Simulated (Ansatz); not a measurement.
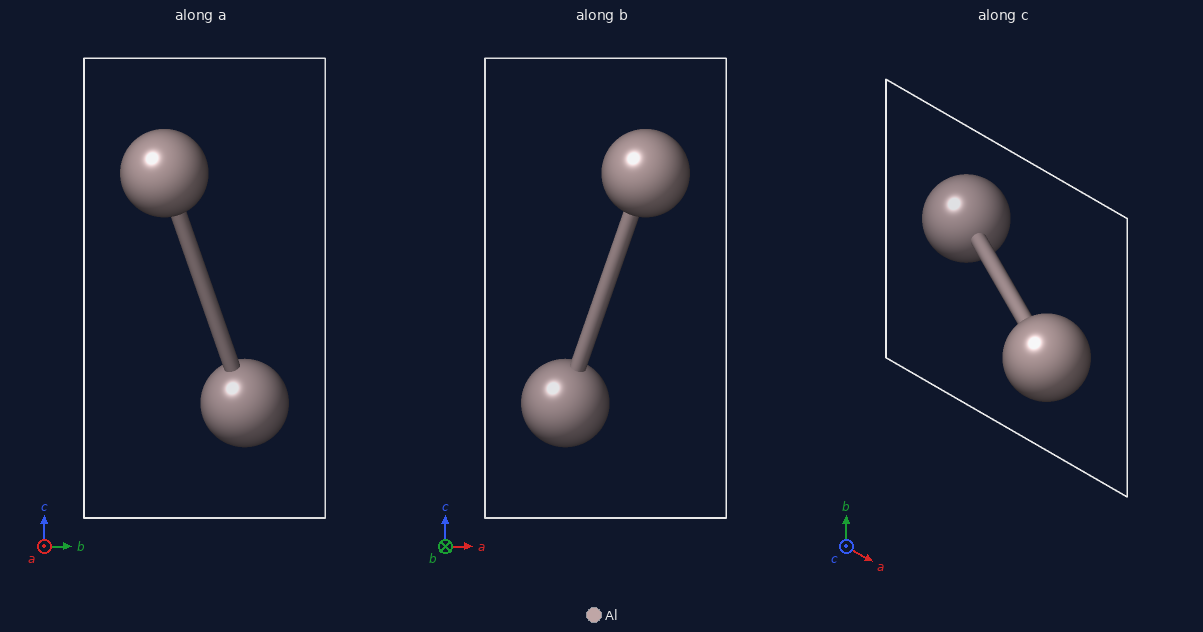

The image is a ball-and-stick drawing of a crystal, viewed along the a axis, along the b axis and along the c axis. The parallelepiped is the conventional unit cell.

Lattice parameters: a = 2.856 Å, b = 2.856 Å, c = 4.717 Å, α = 90.00°, β = 90.00°, γ = 120.00°. Put a along x and b in the xy plane.

Record the structure as a POSCAR file.

Answer.
```
Al
1.0
     2.856    0.000    0.000
    -1.428    2.473    0.000
     0.000    0.000    4.717
Al
2
Direct
  0.6667 0.3333 0.7500
  0.3333 0.6667 0.2500
```

Origin of the cell: a structure type filled with this element by a generator (whether the element takes this form wasn't checked). Atoms and cell were optimised with Ansatz, DFT PBE, scalar-relativistic, plane waves, PAW.
